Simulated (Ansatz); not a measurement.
**Electron scattering at the Σ3 (111) boundary in bcc W with S (substitutional)**

Wanted: what the Σ3 (111) boundary in bcc W with S (substitutional) costs an interconnect.

Calculated with Ansatz 0.2.0; Ansatz plane-wave DFT, PBE, PAW files; relaxation of a bicrystal slab with its lowest layers held; PAW set soft_1, in the first sound run; inputs show where later runs differ.

**1. Starting point**

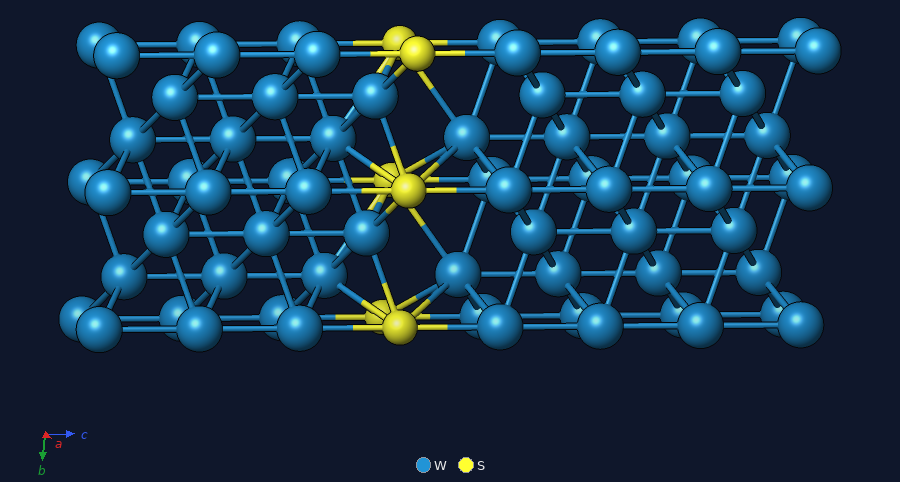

The starting structure, seen from the side, with the c axis across the page (tungsten blue, sulfur yellow). 1×2×1 cells are drawn. Some periodic images of atoms are drawn too.

The cell holds 21 atoms: 20 W and 1 S. Its edges and angles: a = 4.476 Å, b = 4.476 Å, c = 30.186 Å, α = 90.0°, β = 90.0°, γ = 120.0°. It derives from W. built on the (1 1 1) plane; 2 overlapping atoms removed and the grains opened by 0 Å. Vacuum lies along c.

**2. Relaxing the bicrystal**

The boundary is built by mirroring the lower grain in the boundary plane and removing any atoms that overlap; then the S is put in at the boundary. A thin bicrystal slab is relaxed first, with the lowest layers held and the upper grain free to shift and open.

input.yaml reads:

```yaml
crystal:
  lattice:
    - [4.4757030822, 0.0, 0.0]
    - [-2.2378515411, 3.876072569, 0.0]
    - [0.0, 0.0, 30.185580386]
  atoms:
    - { symbol: W, position: [0.0, 1.0e-10, 0.1656420031] }
    - { symbol: W, position: [0.3333333334, 0.6666666667, 0.195908079] }
    - { symbol: W, position: [0.6666666667, 0.3333333334, 0.2261741548] }
    - { symbol: W, position: [0.0, 1.0e-10, 0.2564402307] }
    - { symbol: W, position: [0.3333333334, 0.6666666667, 0.2867063066] }
    - { symbol: W, position: [0.6666666667, 0.3333333334, 0.3169723824] }
    - { symbol: W, position: [0.0, 0.0, 0.3472384583] }
    - { symbol: W, position: [0.3333333333, 0.6666666667, 0.3775045342] }
    - { symbol: W, position: [0.6666666667, 0.3333333333, 0.40777061] }
    - { symbol: S, position: [0.0, 0.0, 0.4380366859] }
    - { symbol: W, position: [0.3333333333, 0.6666666667, 0.4985688376] }
    - { symbol: W, position: [0.0, 0.0, 0.5288349135] }
    - { symbol: W, position: [0.6666666667, 0.3333333334, 0.5591009894] }
    - { symbol: W, position: [0.3333333334, 0.6666666667, 0.5893670652] }
    - { symbol: W, position: [0.0, 1.0e-10, 0.6196331411] }
    - { symbol: W, position: [0.6666666667, 0.3333333334, 0.6498992169] }
    - { symbol: W, position: [0.3333333334, 0.6666666667, 0.6801652928] }
    - { symbol: W, position: [0.0, 1.0e-10, 0.7104313687] }
    - { symbol: W, position: [0.6666666667, 0.3333333334, 0.7406974445] }
    - { symbol: W, position: [0.3333333334, 0.6666666668, 0.7709635204] }
    - { symbol: W, position: [1.0e-10, 1.0e-10, 0.8012295963] }
kpoints:
  mp_grid: { grid: [6, 6, 1] }
hamiltonian:
  xc: pbe
  pseudopotentials: { kind: paw, azcp: { folder: soft_1 } }
scf:
  occupations: { method: fermi_dirac, width: 0.1 }
relax:
  f_tol: 0.03
  max_steps: 80
  constraints: [{ sites: [0, 1, 2, 3] }]
```

Started as:

```bash
$ ansatz run input.yaml --threads 4 --pin off --max-ram 15360MiB --backend cpu --events-out ev --progress --plain --runs-dir out
```

Numbers of over 12 decimals in the logs are rounded to 6 here.

The log of the run:

```text
Engine: ansatz 0.2.0, aarch64-unknown-linux-gnu
Pseudopotentials: kind: paw
Pseudopotential: W, paw, valence charge 14, recommended cutoff 420 eV (normal), soft_1/W.paw.azcp
Pseudopotential: S, paw, valence charge 6, recommended cutoff 420 eV (normal), soft_1/S.paw.azcp
Functional definition: PBE
  parameter kappa = 0.804
  parameter beta = 0.066725
  exchange = pbe_x(kappa = kappa, mu = beta*pi^2/3)
  correlation = pbe_c(beta = beta)
Crystal: 21 atoms, lattice volume = 523.664 Å³
Basis set: ecut = 420 eV, 10271 PW (Γ), exchange–correlation on 60×60×432 points (8 copies of the dense FFT grid, shifted against one another)
Bands: 172, of which v1, the nominal top of the filled ones, is band 143 counted from 1 (142 counted from 0)
Symmetry: 6 space group operations
Space group: P3m1 (ITA 156), of the structure as read, at distance tolerance 8.1e-5 Å
k-points: 7 of 36 (time reversal used)
Non-local potential: W, projectors of the file, l = 0: 3, l = 1: 2, l = 2: 2, l = 3: 1
Non-local potential: S, projectors of the file, l = 0: 2, l = 1: 2, l = 2: 1
PAW form: soft (Blöchl's): semilocal exchange-correlation on the pseudo side does not see the compensation charge
PAW one-centre angular grid: W, 590 points (default); XC on 64 Gauss nodes
PAW one-centre angular grid: S, 110 points (default); XC on 64 Gauss nodes
Initial density: superposition of atomic densities (neutral atoms: chi_scale 0, normalization atom)
Initial wavefunctions: pseudopotential atomic-orbital guess
Functional: x = pbe(κ = 0.804, μ = 0.219515), c = pbe(β = 0.066725)
SCF iter   1: F=—  HF=-208617.700596 eV  |F-HF|=—  |Δ(HF+E_count)|=         —  Δρ=5.71e-2  dr2=1.13e2  ethr=3.10e-3  ⟨swp⟩=8.9  Hψ=5461  notcnv=0
preconditioner: auto → LDOS  [metal: Δε(μ)=0.055 eV  Ē_g=5.153 eV  σ=0.100 eV  W_gap=0.14  n_scr=124 (ndim 8)  ℏωp=18.2 eV  f_vac=0.271  D(μ)=14.77/eV (n_scr^D=110)  β→1.0]
SCF iter   2: F=—  HF=-208614.344925 eV  |F-HF|=—  |Δ(HF+E_count)|=    3.36e0  Δρ=5.31e-2  dr2=1.45e2  ethr=3.10e-3  ⟨swp⟩=7.0  Hψ=3542  notcnv=0
SCF iter   3: F=—  HF=-208607.944583 eV  |F-HF|=—  |Δ(HF+E_count)|=    6.40e0  Δρ=1.34e-2  dr2=3.64e0  ethr=3.10e-3  ⟨swp⟩=5.9  Hψ=3034  notcnv=0  defer=2
SCF iter   4: F=—  HF=-208607.597471 eV  |F-HF|=—  |Δ(HF+E_count)|=   3.47e-1  Δρ=4.07e-3  dr2=2.19e-1  ethr=1.27e-3  ⟨swp⟩=4.7  Hψ=2076  notcnv=0  defer=1
SCF iter   5: F=—  HF=-208607.576004 eV  |F-HF|=—  |Δ(HF+E_count)|=   2.15e-2  Δρ=2.00e-3  dr2=6.79e-2  ethr=7.67e-5  ⟨swp⟩=2.7  Hψ=1926  notcnv=0
SCF iter   6: F=—  HF=-208607.573073 eV  |F-HF|=—  |Δ(HF+E_count)|=   2.93e-3  Δρ=5.55e-4  dr2=5.25e-3  ethr=2.37e-5  ⟨swp⟩=2.0  Hψ=1596  notcnv=0
SCF iter   7: F=—  HF=-208607.574331 eV  |F-HF|=—  |Δ(HF+E_count)|=   1.26e-3  Δρ=2.42e-4  dr2=1.25e-3  ethr=1.84e-6  ⟨swp⟩=2.7  Hψ=1721  notcnv=0
SCF iter   8: F=—  HF=-208607.574327 eV  |F-HF|=—  |Δ(HF+E_count)|=   3.91e-6  Δρ=1.05e-4  dr2=2.91e-4  ethr=4.37e-7  ⟨swp⟩=2.6  Hψ=1697  notcnv=0
SCF iter   9: F=—  HF=-208607.574314 eV  |F-HF|=—  |Δ(HF+E_count)|=   1.25e-5  Δρ=3.74e-5  dr2=2.46e-5  ethr=1.02e-7  ⟨swp⟩=2.4  Hψ=1622  notcnv=0
SCF iter  10: F=-208607.574314 eV  HF=-208607.574315 eV  |F-HF|=6.74e-7  |Δ(HF+E_count)|=   3.62e-7  Δρ=1.66e-5  dr2=3.07e-6  ethr=7.87e-9  ⟨swp⟩=5.0  Hψ=3549  notcnv=0
SCF 1 converged in 10 iterations: F = -208607.574314 eV  dr2 = 3.07e-6
  greatest PAW one-centre occupation: 0.999 electrons in one spin orbital (limit 2), on the W atom at site 19 (counted from 0), in its partial waves of l = 0
relax step   1: F+E_penalty+E_count = -208607.57431385 eV  Δ(F+E_penalty+E_count) = +0.000e0 eV  max|allowed force component| = 2.347e0 eV/Å  Δτ_max = 0.0000 Å  (10 SCF iters, dr2 threshold 2.25e-5 eV, accepted)
Initial density: handed on by an earlier stage of this run
Initial wavefunctions: those handed on with the density
iter 1 solved again at ethr=8.67e-4 eV; its pass at ethr=3.10e-3 eV (dr2=2.48e0 eV) is discarded
SCF iter   1: F=—  HF=-208608.342697 eV  |F-HF|=—  |Δ(HF+E_count)|=         —  Δρ=1.11e-2  dr2=2.55e0  ethr=8.67e-4  ⟨swp⟩=1.4  Hψ=4297  notcnv=0
preconditioner: auto → LDOS  [metal: Δε(μ)=0.059 eV  Ē_g=4.816 eV  σ=0.100 eV  W_gap=0.15  n_scr=124 (ndim 8)  ℏωp=18.2 eV  f_vac=0.281  D(μ)=13.60/eV (n_scr^D=98)  β→1.0]
SCF iter   2: F=—  HF=-208608.296938 eV  |F-HF|=—  |Δ(HF+E_count)|=   4.58e-2  Δρ=6.23e-3  dr2=8.35e-1  ethr=8.67e-4  ⟨swp⟩=4.1  Hψ=2184  notcnv=0
SCF iter   3: F=—  HF=-208608.189994 eV  |F-HF|=—  |Δ(HF+E_count)|=   1.07e-1  Δρ=2.25e-3  dr2=7.53e-2  ethr=2.92e-4  ⟨swp⟩=2.4  Hψ=2227  notcnv=0
SCF iter   4: F=—  HF=-208608.180146 eV  |F-HF|=—  |Δ(HF+E_count)|=   9.85e-3  Δρ=4.10e-4  dr2=2.02e-3  ethr=2.63e-5  ⟨swp⟩=3.0  Hψ=1981  notcnv=0
SCF iter   5: F=—  HF=-208608.180154 eV  |F-HF|=—  |Δ(HF+E_count)|=   8.31e-6  Δρ=1.51e-4  dr2=2.57e-4  ethr=7.06e-7  ⟨swp⟩=3.0  Hψ=2122  notcnv=0
SCF iter   6: F=-208608.180168 eV  HF=-208608.180209 eV  |F-HF|=4.13e-5  |Δ(HF+E_count)|=   5.46e-5  Δρ=7.11e-5  dr2=6.37e-5  ethr=3.50e-8  ⟨swp⟩=3.0  Hψ=4599  notcnv=0
SCF 2 converged in 6 iterations: F = -208608.180168 eV  dr2 = 6.37e-5
relax step   2: F+E_penalty+E_count = -208608.18016764 eV  Δ(F+E_penalty+E_count) = -6.059e-1 eV  max|allowed force component| = 1.006e0 eV/Å  Δτ_max = 0.1949 Å  (6 SCF iters, dr2 threshold 1.00e-4 eV, accepted)
SCF iter   1: F=—  HF=-208608.970669 eV  |F-HF|=—  |Δ(HF+E_count)|=         —  Δρ=1.87e-2  dr2=1.44e1  ethr=3.10e-3  ⟨swp⟩=5.6  Hψ=3267  notcnv=0
preconditioner: auto → LDOS  [metal: Δε(μ)=0.106 eV  Ē_g=4.842 eV  σ=0.100 eV  W_gap=0.26  n_scr=124 (ndim 8)  ℏωp=18.2 eV  f_vac=0.285  D(μ)=13.91/eV (n_scr^D=110)  β→1.0]
SCF iter   2: F=—  HF=-208608.705415 eV  |F-HF|=—  |Δ(HF+E_count)|=   2.65e-1  Δρ=7.54e-3  dr2=1.13e0  ethr=3.10e-3  ⟨swp⟩=2.1  Hψ=1533  notcnv=0
SCF iter   3: F=—  HF=-208608.615793 eV  |F-HF|=—  |Δ(HF+E_count)|=   8.96e-2  Δρ=3.72e-3  dr2=3.03e-1  ethr=3.96e-4  ⟨swp⟩=3.3  Hψ=1918  notcnv=0
SCF iter   4: F=—  HF=-208608.588081 eV  |F-HF|=—  |Δ(HF+E_count)|=   2.77e-2  Δρ=6.03e-4  dr2=4.80e-3  ethr=1.06e-4  ⟨swp⟩=2.0  Hψ=1648  notcnv=0
SCF iter   5: F=—  HF=-208608.587707 eV  |F-HF|=—  |Δ(HF+E_count)|=   3.75e-4  Δρ=2.60e-4  dr2=9.27e-4  ethr=1.68e-6  ⟨swp⟩=3.0  Hψ=2156  notcnv=0
SCF iter   6: F=—  HF=-208608.587671 eV  |F-HF|=—  |Δ(HF+E_count)|=   3.55e-5  Δρ=8.41e-5  dr2=1.02e-4  ethr=3.24e-7  ⟨swp⟩=2.0  Hψ=1761  notcnv=0
SCF iter   7: F=-208608.587672 eV  HF=-208608.587675 eV  |F-HF|=3.25e-6  |Δ(HF+E_count)|=   3.93e-6  Δρ=2.31e-5  dr2=5.88e-6  ethr=2.21e-8  ⟨swp⟩=3.1  Hψ=4606  notcnv=0
SCF 3 converged in 7 iterations: F = -208608.587672 eV  dr2 = 5.88e-6
relax step   3: F+E_penalty+E_count = -208608.58767195 eV  Δ(F+E_penalty+E_count) = -4.075e-1 eV  max|allowed force component| = 7.380e-1 eV/Å  Δτ_max = 0.1945 Å  (7 SCF iters, dr2 threshold 6.32e-5 eV, accepted)
[... from here on, the SCF cycles and remarks between the steps are left out ...]
relax step   4: F+E_penalty+E_count = -208608.81283530 eV  Δ(F+E_penalty+E_count) = -2.252e-1 eV  max|allowed force component| = 6.023e-1 eV/Å  Δτ_max = 0.1942 Å  (6 SCF iters, dr2 threshold 1.00e-4 eV, accepted)
relax step   5: F+E_penalty+E_count = -208609.06781188 eV  Δ(F+E_penalty+E_count) = -2.550e-1 eV  max|allowed force component| = 8.412e-1 eV/Å  Δτ_max = 0.1945 Å  (6 SCF iters, dr2 threshold 1.00e-4 eV, accepted)
relax step   6: F+E_penalty+E_count = -208609.34619400 eV  Δ(F+E_penalty+E_count) = -2.784e-1 eV  max|allowed force component| = 4.153e-1 eV/Å  Δτ_max = 0.1943 Å  (6 SCF iters, dr2 threshold 1.00e-4 eV, accepted)
relax step   7: F+E_penalty+E_count = -208609.57680863 eV  Δ(F+E_penalty+E_count) = -2.306e-1 eV  max|allowed force component| = 5.488e-1 eV/Å  Δτ_max = 0.1950 Å  (7 SCF iters, dr2 threshold 4.20e-5 eV, accepted)
relax step   8: F+E_penalty+E_count = -208609.69955031 eV  Δ(F+E_penalty+E_count) = -1.227e-1 eV  max|allowed force component| = 2.938e-1 eV/Å  Δτ_max = 0.2000 Å  (6 SCF iters, dr2 threshold 7.34e-5 eV, accepted)
relax step   9: F+E_penalty+E_count = -208609.71335545 eV  Δ(F+E_penalty+E_count) = -1.381e-2 eV  max|allowed force component| = 3.958e-1 eV/Å  Δτ_max = 0.1202 Å  (6 SCF iters, dr2 threshold 2.48e-5 eV, accepted)
relax step  10: F+E_penalty+E_count = -208609.72166293 eV  Δ(F+E_penalty+E_count) = -8.307e-3 eV  max|allowed force component| = 9.275e-2 eV/Å  Δτ_max = 0.0874 Å  (5 SCF iters, dr2 threshold 4.49e-5 eV, accepted)
relax step  11: F+E_penalty+E_count = -208609.71915687 eV  Δ(F+E_penalty+E_count) = +2.506e-3 eV  max|allowed force component| = 1.074e-1 eV/Å  Δτ_max = 0.1147 Å  (8 SCF iters, rejected (line search))
SCF iter   1: F=—  HF=-208609.726343 eV  |F-HF|=—  |Δ(HF+E_count)|=         —  Δρ=1.64e-3  dr2=2.54e-2  ethr=9.80e-5  ⟨swp⟩=3.9  Hψ=2378  notcnv=0
preconditioner: auto → LDOS  [metal: Δε(μ)=0.001 eV  Ē_g=5.015 eV  σ=0.100 eV  W_gap=0.00  n_scr=124 (ndim 8)  ℏωp=18.2 eV  f_vac=0.311  D(μ)=14.43/eV (n_scr^D=110)  β→1.0]
SCF iter   2: F=—  HF=-208609.723556 eV  |F-HF|=—  |Δ(HF+E_count)|=   2.79e-3  Δρ=6.95e-4  dr2=7.80e-3  ethr=8.88e-6  ⟨swp⟩=2.4  Hψ=1923  notcnv=0
SCF iter   3: F=—  HF=-208609.722542 eV  |F-HF|=—  |Δ(HF+E_count)|=   1.01e-3  Δρ=2.43e-4  dr2=7.05e-4  ethr=2.73e-6  ⟨swp⟩=3.0  Hψ=2153  notcnv=0
SCF iter   4: F=—  HF=-208609.722373 eV  |F-HF|=—  |Δ(HF+E_count)|=   1.69e-4  Δρ=6.04e-5  dr2=4.29e-5  ethr=2.46e-7  ⟨swp⟩=3.0  Hψ=2435  notcnv=0
SCF iter   5: F=—  HF=-208609.723496 eV  |F-HF|=—  |Δ(HF+E_count)|=   1.12e-3  Δρ=2.10e-5  dr2=4.43e-6  ethr=1.50e-8  ⟨swp⟩=2.3  Hψ=1911  notcnv=0
SCF iter   6: F=—  HF=-208609.723496 eV  |F-HF|=—  |Δ(HF+E_count)|=   2.50e-7  Δρ=6.32e-6  dr2=1.82e-7  ethr=1.55e-9  ⟨swp⟩=2.4  Hψ=1858  notcnv=0
SCF iter   7: F=-208609.723496 eV  HF=-208609.723496 eV  |F-HF|=1.39e-8  |Δ(HF+E_count)|=   8.29e-9  Δρ=2.58e-6  dr2=5.60e-8  ethr=3.50e-11  ⟨swp⟩=5.0  Hψ=4363  notcnv=0
SCF 12 converged in 7 iterations: F = -208609.723496 eV  dr2 = 5.60e-8
relax step  12: F+E_penalty+E_count = -208609.72349571 eV  Δ(F+E_penalty+E_count) = -1.833e-3 eV  max|allowed force component| = 2.739e-2 eV/Å  Δτ_max = 0.0362 Å  (7 SCF iters, accepted)
SCF converged after 7 iterations
Free energy (F): -208609.723496 eV
Harris-Foulkes:  -208609.723496 eV  (|F-HF|=1.39e-8)
Internal energy: -208609.243858 eV  (E = F + TS)
E sigma→0 (E₀):  -208609.483677 eV
Entropy (-TS):   -0.479638 eV (-22.840 meV/atom)
Fermi energy:    12.424972 eV
--- Per-component energies (eV) ---
  E_band       = -4423.220791
  E_kinetic    = 8527.863795
  E_local      = -286489.389192  (includes V_loc(G=0)·N_el)
  E_nonlocal   = -469.087041
  E_hartree    = 140980.008346
  E_xc         = -5431.130532
  E_vxc        = -4694.111479  (∫ρ·V_xc dr)
  E_paw        = -172165.004067  (= ΣΔE_a)
  E_vpaw       = -3258.606050  (= ΣTr[D̂ρ^β])
  E_aug_tail   = 0.002966  (compensation charges beyond the density's cutoff)
  E_ewald      = 106437.491867
  E_smearing   = -0.479638  (= −TS)
  E_closure    = -0.000000  (closes the sum)
  Σ components = -208609.723496   (vs F -208609.723496, Δ=0.00e0)
--- Forces (eV/Å), atoms counted from 1 ---
  atom   1  W      0.00000000     0.00000000     2.49136647
  atom   2  W      0.00000000    -0.00000000    -0.02906747
  atom   3  W     -0.00000000    -0.00000000    -1.27876971
  atom   4  W     -0.00000000    -0.00000000    -1.16938112
  atom   5  W      0.00000000    -0.00000000    -0.01460093
  atom   6  W     -0.00000000     0.00000000    -0.01799653
  atom   7  W     -0.00000000    -0.00000000     0.02739151
  atom   8  W     -0.00000000    -0.00000000     0.01929841
  atom   9  W      0.00000000     0.00000000     0.00136851
  atom  10  S      0.00000000     0.00000000    -0.01775886
  atom  11  W     -0.00000000    -0.00000000    -0.00270807
  atom  12  W     -0.00000000     0.00000000    -0.00209914
  atom  13  W      0.00000000     0.00000000    -0.00965874
  atom  14  W      0.00000000     0.00000000    -0.01081937
  atom  15  W     -0.00000000    -0.00000000     0.00900006
  atom  16  W     -0.00000000     0.00000000    -0.00480664
  atom  17  W      0.00000000    -0.00000000     0.00190856
  atom  18  W      0.00000000     0.00000000     0.00118854
  atom  19  W     -0.00000000    -0.00000000    -0.00202465
  atom  20  W      0.00000000    -0.00000000     0.01168860
  atom  21  W      0.00000000     0.00000000    -0.00348538
  max |Σ_I F_I| component: 3.41e-5 eV/Å
--- Relaxed structure (12 steps of the walk, 11 accepted, 0 SCFs on fresh bases) ---
  F+E_penalty+E_count = -208609.72349571 eV   max|allowed force component| = 2.739e-2 eV/Å
  atoms:
    - { symbol: W, position: [8.569479121237499e-19, -3.622432035228994e-18, 0.165642] }
    - { symbol: W, position: [0.333333, 0.666667, 0.195908] }
    - { symbol: W, position: [0.666667, 0.333333, 0.226174] }
    - { symbol: W, position: [8.569479121237499e-19, -3.622432035228994e-18, 0.256440] }
    - { symbol: W, position: [0.333333, 0.666667, 0.286397] }
    - { symbol: W, position: [0.666667, 0.333333, 0.319471] }
    - { symbol: W, position: [-5.431529459244992e-18, 0, 0.347130] }
    - { symbol: W, position: [0.333333, 0.666667, 0.378249] }
    - { symbol: W, position: [0.666667, 0.333333, 0.420393] }
    - { symbol: S, position: [-2.2437974629828128e-17, 0, 0.422665] }
    - { symbol: W, position: [0.333333, 0.666667, 0.466923] }
    - { symbol: W, position: [-3.955197858455238e-17, 0, 0.498103] }
    - { symbol: W, position: [0.666667, 0.333333, 0.525676] }
    - { symbol: W, position: [0.333333, 0.666667, 0.557637] }
    - { symbol: W, position: [-3.339663124273117e-17, -3.622432035228998e-18, 0.588890] }
    - { symbol: W, position: [0.666667, 0.333333, 0.618977] }
    - { symbol: W, position: [0.333333, 0.666667, 0.650435] }
    - { symbol: W, position: [-3.332472554320288e-17, -3.6224320352289964e-18, 0.679753] }
    - { symbol: W, position: [0.666667, 0.333333, 0.715148] }
    - { symbol: W, position: [0.333333, 0.666667, 0.738966] }
    - { symbol: W, position: [-4.6874267857086967e-17, 2.0583460386909638e-18, 0.763341] }
```

It took 3.5 min on 4 threads of Arm Neoverse V1, shared host; peak memory 1.9 GiB.

[end of part 1 of 2]

[Logs are printed without paths, hosts, clocks, repeated set-up lines and the standing remarks that a program may print on its own settings, such as how far it seeks lower states.]

[Hosts, paths, dates, database ids (printed as entryN), source tags and the programs' standing remarks are cut or masked in the printed files.]
